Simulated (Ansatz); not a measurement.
System: Si, space group I4_1/amd (No. 141).

Starting cell:
```
Si
1.0
    -2.37137    2.37137    1.32927
     2.37137   -2.37137    1.32927
     2.37137    2.37137   -1.32927
Si
2
Cartesian
  2.3714 0.0000 0.6646
  0.0000 0.0000 1.3293
```

Input of one of the runs behind the figure:
```
crystal:
  lattice:
    - [-2.3713723045, 2.3713723045, 1.3292653899]
    - [2.3713723045, -2.3713723045, 1.3292653899]
    - [2.3713723045, 2.3713723045, -1.3292653899]
  atoms:
    - { symbol: Si, position: [0.25, 0.75, 0.5] }
    - { symbol: Si, position: [0.5, 0.5, 0.0] }
kpoints:
  mp_grid: { grid: [16, 16, 16] }
  band_path:
    path:
      - [0.0, 0.0, 0.0]
      - [0.0, 0.0, 0.5]
      - [-0.5, 0.5, 0.5]
      - [0.0, 0.0, 0.0]
      - [0.3285532063, 0.3285532063, -0.3285532063]
      - [-0.3285532063, 0.6714467937, 0.3285532063]
      - [-0.5, 0.5, 0.5]
      - [0.0, 0.0, 0.5]
      - [0.25, 0.25, 0.25]
    npoints: 14
scf:
  occupations: { method: fermi_dirac, width: 0.08 }
hamiltonian:
  xc: r2scan
  pseudopotentials: { kind: paw }
output:
  forces: true
  stress: true
  eigenvalues: true
  efg: { contact_densities: true }
  populations: true
  bader: true
  dos: { projected: true, de: 0.2, e_range: [-14, 8] }
  write_density: true
  write_potential: true
  elf: true
  volumetric_format: npy
```

Launched with:
```bash
ansatz run input.yaml --threads 1 --pin off --max-ram 2048MiB --backend cpu --events-out ev --progress --plain --runs-dir out
```

How it was computed, with Ansatz 0.2.0: periodic Kohn-Sham DFT of a crystal at fixed atoms, scaled to the stated factor times the given cell; pressure positive in compression. Level: r2SCAN.

```tsv
setting	value
method	frozen-core PAW
relativity	scalar
k mesh	16×16×16
occupations	Fermi–Dirac
smearing width	0.08 eV
wave cutoff	500 eV
PAW set	soft_2
```

V(given) is 14.95 Å³/atom.

What does the calculation give for the pressure against V/V(given)? The V/V(given) takes the values 0.950, 0.975, 1.000, 1.025, 1.050.

The pressure falls from 9.6 GPa at V/V(given) 0.950 to −2.8 GPa at 1.050, and changes sign near 1.022. The volume at zero pressure from a fit of the pressures is 15.3 Å³/atom. The bulk modulus from that fit is 112 GPa.

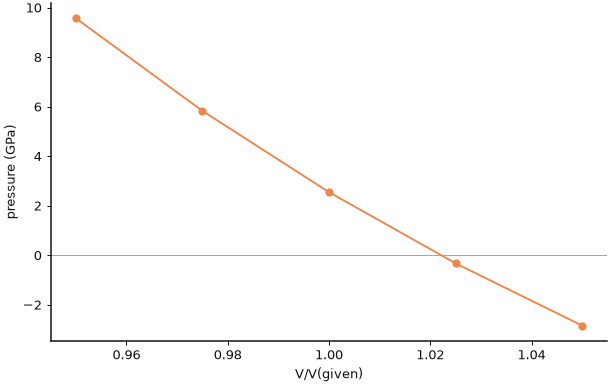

Note: PAW files made with PBE; no gap: field gradients move with the k mesh; shape and atomic fractions are frozen while scaling, which makes layered, chain and framework solids too stiff.
